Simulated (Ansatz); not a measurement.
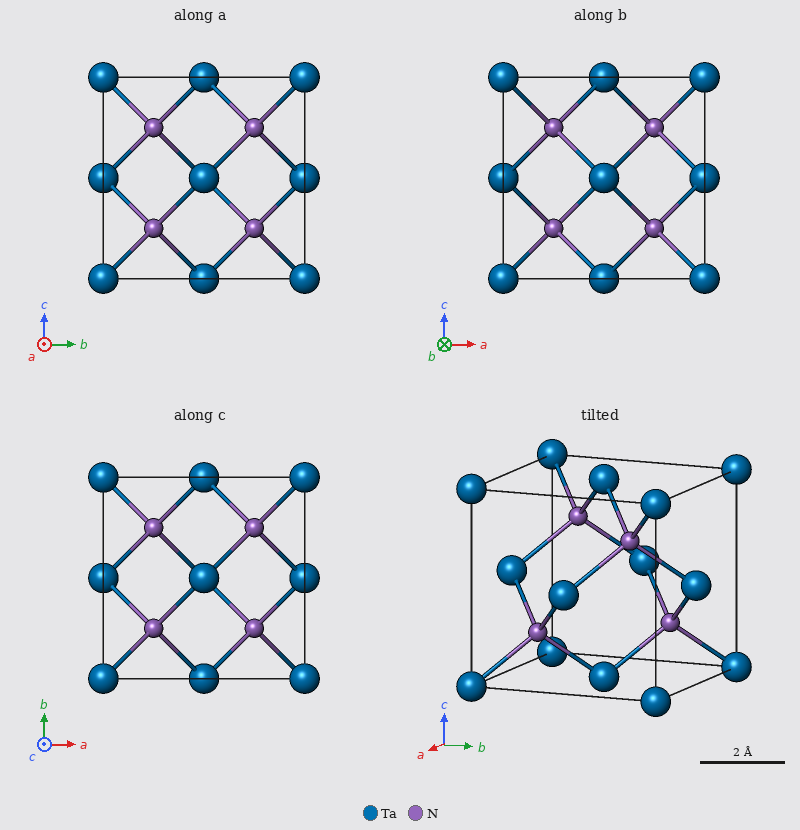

Ball-and-stick representation of a periodic structure, projected along the a axis, along the b axis, along the c axis and slightly off an axis. The parallelepiped is the conventional unit cell.

Lattice parameters: a = 4.841 Å, b = 4.841 Å, c = 4.841 Å, α = 90.00°, β = 90.00°, γ = 90.00°.

Q: Convert the drawing into a table of Wyckoff sites.

A: Space group F-43m (No. 216).
| atom | site | x | y | z |
| --- | --- | --- | --- | --- |
| Ta | 4a | 0.0000 | 0.0000 | 0.0000 |
| N | 4d | 0.2500 | 0.2500 | 0.7500 |

Origin of the cell: a structure type filled with these elements by a generator (whether the compound takes this form wasn't checked). The cell was then strained or its atoms displaced on purpose. Ansatz was used for an electronic-structure calculation on it.

At this level of theory the run's own cell isn't at rest (stretched, at -15 GPa), so its distances can differ from those at equilibrium, the more so the softer the solid.
